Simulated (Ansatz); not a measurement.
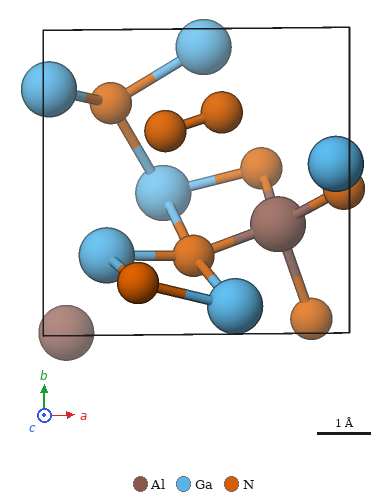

Starting frame of a dynamics run of an amorphous cell of composition AlGa$_{3}$N$_{4}$ (16 atoms in the cell). It starts from the last geometry of an earlier run, with fresh velocities. The picture is a ball-and-stick view of the simulation cell, seen along the c axis. Bonds to atoms that aren't drawn are left out.

Computed with DFT PBEsol, scalar-relativistic, plane waves, PAW (Ansatz).

Input file:
```yaml
crystal:
  lattice:
    - [5.844282, 0.029519, 0.007246]
    - [0.029519, 5.832817, 0.12971]
    - [0.007246, 0.12971, 5.862171]
  atoms:
    - { symbol: Al, position: [0.7669146523, 0.3579831674, 0.3758999544] }
    - { symbol: Al, position: [0.0759479204, 0.0094394135, 0.0430709489] }
    - { symbol: Ga, position: [0.2077216643, 0.2616631219, 0.5766210874] }
    - { symbol: Ga, position: [0.5239063421, 0.9402182276, 0.2315237427] }
    - { symbol: Ga, position: [0.0194968115, 0.8067968438, 0.4907998193] }
    - { symbol: Ga, position: [0.6266856007, 0.0912166566, 0.8185779786] }
    - { symbol: Ga, position: [0.3924574683, 0.4638721088, 0.0726332649] }
    - { symbol: Ga, position: [0.9555636954, 0.5534330265, 0.9064115417] }
    - { symbol: "N", position: [0.3993032204, 0.6663415898, 0.7146961068] }
    - { symbol: "N", position: [0.2212343589, 0.7595829569, 0.2261755721] }
    - { symbol: "N", position: [0.8757239157, 0.0469710506, 0.2664619018] }
    - { symbol: "N", position: [0.3099585615, 0.1702038196, 0.9704105886] }
    - { symbol: "N", position: [0.4908235592, 0.2573320562, 0.4558613139] }
    - { symbol: "N", position: [0.5831702502, 0.7257458192, 0.6447420038] }
    - { symbol: "N", position: [0.9818182668, 0.4718944022, 0.5762729624] }
    - { symbol: "N", position: [0.7124565741, 0.5414695889, 0.0969973624] }
  symmetry: { detect: false }
basis:
  ecutwfc: 420
  xc_grid: 1
kpoints:
  mp_grid: { grid: [1, 1, 1], shift: [0.0, 0.0, 0.0] }
hamiltonian:
  xc: pbesol
scf:
  occupations: { method: fermi_dirac, width: 0.05 }
  lower_state_search: "off"
  convergence: { dr2_threshold: 1.0e-05 }
output:
  forces: true
  stress: true
md:
  timestep: 2.0
  n_steps: 100
  ensemble: nvt_langevin
  friction: 0.015
  temperature: 300.0
  initial_velocities: maxwell_boltzmann
  seed: 87144
```

Run as
```bash
ansatz run input.yaml --threads 2 --pin off --max-ram 5120MiB --backend cpu --events-out ev --progress --plain --runs-dir out
```

Predict how the run goes.

The mean temperature in the second half is 387 K (standard deviation 56 K). The potential energy is still drifting at the end, so the run hasn't reached equilibrium. The potential energy in the second half lies on average 125 meV per atom below the first frame. The first frame is far from relaxed (forces up to 3.6 eV/Å), so much of the motion is the structure settling. The mean pressure there is −2.0 GPa. Root-mean-square distances from the starting positions over the second half, with the common drift of all atoms taken out: Ga 0.35 Å, N 0.32 Å, Al 0.22 Å. Against the typical shortest distance between atoms in the first frame, about 1.8 Å these are large excursions, but over 200 fs one can't yet tell strong vibration from the start of diffusion.

Along the run (each row but the first and the last is the mean over the interval that it begins):

```
time (fs)  potential energy (meV/atom)  T (K)  p (GPa)
      0.0                          0.0    281     -1.7
     20.0                        -75.9    637     -4.5
     40.0                        -96.1    616     -2.5
     60.0                        -90.8    492     -2.0
     80.0                       -101.0    433     -2.9
    100.0                       -111.9    427     -2.2
    120.0                       -114.0    331     -1.9
    140.0                       -130.7    421     -2.8
    160.0                       -132.4    401     -1.7
    180.0                       -134.3    351     -1.4
    200.0                       -147.1    429     -2.3
```

The paths of the atoms:

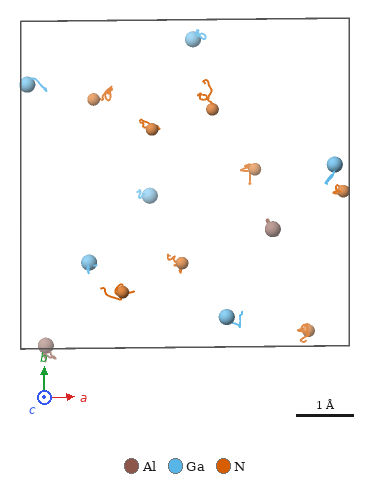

Limits of the set-up: the periodic images lie only 5.8 Å apart, so the values are limited by the cell's size.

The run took 48 s on 2 threads of AMD EPYC 7R13 Processor (Zen 3), with other jobs on the host, peak memory 0.41 GiB.
